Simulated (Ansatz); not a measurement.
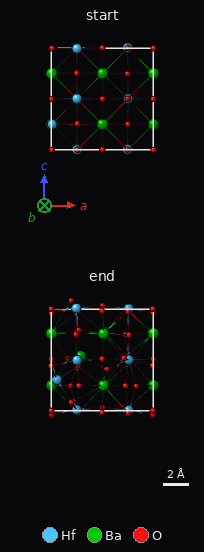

The structure of a defect cell of composition Hf₈Ba₈O₂₄ before (top) and after (bottom) a relaxation, at one scale.

The picture is a ball-and-stick view of the cell of the calculation (origin shifted), seen along the b axis.

The calculation used DFT, PBEsol, PAW, plane waves in Ansatz 0.2.0. Settings: plane-wave cutoff 420 eV; k-point mesh 1 × 1 × 1; mesh shifted by (0.25, 0.25, 0.25); no spin polarisation; atoms relaxed in a fixed cell; force threshold 0.03 eV/Å; at most 80 steps.

> What changed between the two?

The largest moves, 0.85 Å, are those of O atoms. Largest moves by element: O 0.85 Å, Hf 0.75 Å, Ba 0.51 Å. The cell stays as it was. Near-neighbour distances that change, for instance: Hf–O 2.937 → 2.064 Å, Ba–O 2.940 → 3.794 Å, Hf–O 2.889 → 2.064 Å, Ba–O 2.929 → 3.706 Å. New bonds form: Hf–O (2.89 → 2.06 Å), Hf–O (2.91 → 2.23 Å), Hf–O (2.92 → 2.06 Å), Hf–O (2.93 → 2.23 Å). Bond angles that change, for instance: Hf–O–Ba 179.8° → 131.4°, Hf–O–Ba 179.4° → 131.4°, Hf–O–Ba 178.4° → 131.5°. After 19 accepted moves (20 points after the start) the energy has fallen by 14.690 eV per cell of the calculation. Largest force component: 7 eV/Å at the start, 0.0045 eV/Å at the end. The line search rejected the trial step at point 12 of the run.

Limits of the set-up: the periodic images lie only 8.3 Å apart, so the values are limited by the cell's size.
